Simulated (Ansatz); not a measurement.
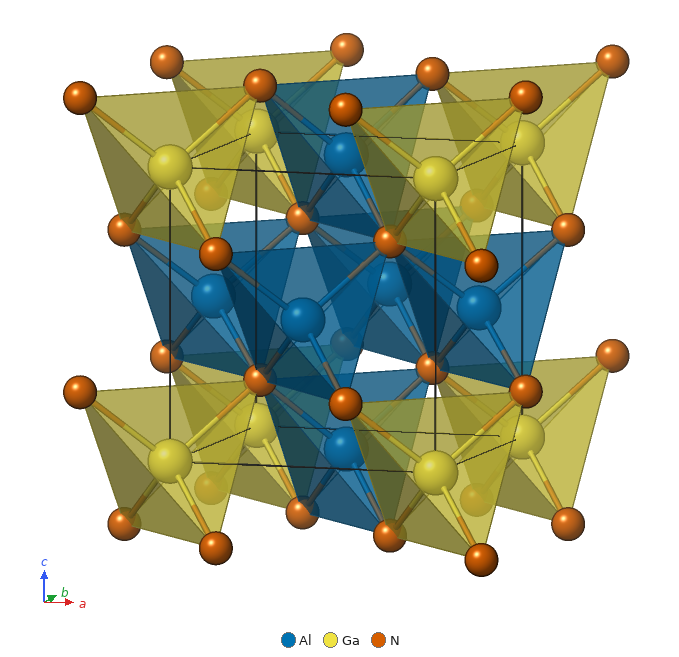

Crystal structure, polyhedral style, seen slightly off an axis. The conventional unit cell is drawn as a box. A few atoms beyond the faces are included. Cell: a = 4.275 Å, b = 4.275 Å, c = 4.543 Å, α = 90.00°, β = 90.00°, γ = 90.00°.

Describe this structure.

The compound is Al3GaN4. The space group is P-42m (No. 111); the lattice is primitive tetragonal. The cell has 8 atoms, namely 3 Al, 1 Ga, 4 N. The polyhedra are AlN4 tetrahedra and GaN4 tetrahedra; they share corners. Al is coordinated by four N in a distorted tetrahedral arrangement at about 1.9 Å. The Ga atoms are each bonded to four N in a tetrahedral arrangement at about 1.9 Å. Each N atom is coordinated by three Al and one Ga in a tetrahedral arrangement (about 1.9 Å to Al, 1.9 Å to Ga). The bonds build a three-dimensional framework.

The cell started as a structure listed in the Materials Project. The cell was then strained or its atoms displaced on purpose. A calculation with Ansatz used it as input.

At this level of theory the run's own cell isn't at rest (compressed, at 6 GPa), so its distances can differ from those at equilibrium, the more so the softer the solid.
